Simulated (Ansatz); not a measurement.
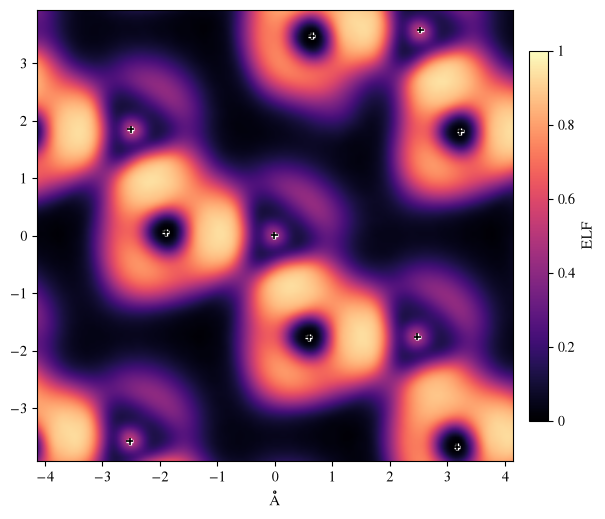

The ELF on a plane through atoms (crosses mark nuclei in the plane).

Level of theory: DFT PBE, scalar-relativistic, plane waves, PAW (Ansatz).

Candidates:
A. Si$_{16}$C$_{17}$ (cell with a defect), a = 7.59 Å, b = 7.59 Å, c = 7.59 Å, α = 109.47°, β = 109.47°, γ = 109.47°. 
B. Ag$_{12}$HCl (slab), a = 5.87 Å, b = 5.87 Å, c = 22.79 Å, α = 90.00°, β = 90.00°, γ = 120.00°. 

Question: Which system is this?

Answer: Candidate A: Si$_{16}$C$_{17}$ on the (010) plane of the calculation cell, which holds Si and C.
